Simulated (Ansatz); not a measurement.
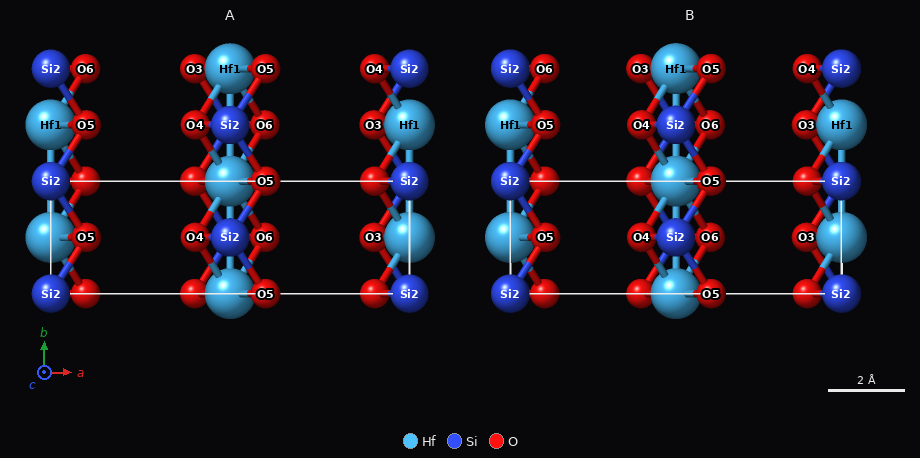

Two geometries of a crystal of HfSiO4 (built on the CaPbI4-12 type type), drawn at one scale. One is the start of a relaxation, the other its converged end. A ball-and-stick model of the conventional cell (2 times the calculation's cell), repeated 1 × 2 × 1 with one cell outlined, seen along the c axis. Lengths and directions refer to the drawn axes.

These are results of DFT, r2SCAN+rVV10, plane waves, PAW in Ansatz 0.2.0, not measurements. Settings: plane-wave cutoff 500 eV; k-point mesh 8 × 8 × 6; occupations fermi dirac; smearing width 0.03 eV; no spin polarisation; cell and atoms relaxed; force threshold 0.01 eV/Å; at most 120 steps.

Question: Which of the two is the end point?

Answer: Structure B is the relaxed one. After 6 accepted moves (7 points after the start) the energy has fallen by 8.1 meV per atom. The largest force component goes from 0.13 to 0.00093 eV/Å. Pressure: −1.59 GPa at the start and 0.04 GPa at the end. The SCF was repeated once at an unchanged geometry on a basis and grid sized afresh for the cell, which shifted the energy by 0.6 meV per atom at most. The largest moves relative to the cell, 0.075 Å, are those of O3 and O5. O5 goes roughly along [2 0 3]. Si and Hf stay in place. The drawn cell changes as follows: a 10.781 → 10.168 Å (−5.7 %), b 2.977 → 2.979 Å (+0.1 %), c 5.173 → 5.177 Å (+0.1 %), β 118.3° → 120.7°; the volume changes by −7.8 %. Some distances before and after: Si2–O4 1.772 → 1.756 Å, Hf1–O3 2.097 → 2.102 Å. The space group stays C2/m (No. 12). The run took 2.1 min on 2 threads of AMD EPYC 7R13 Processor (Zen 3), with other jobs on the host, peak memory 1.3 GiB.
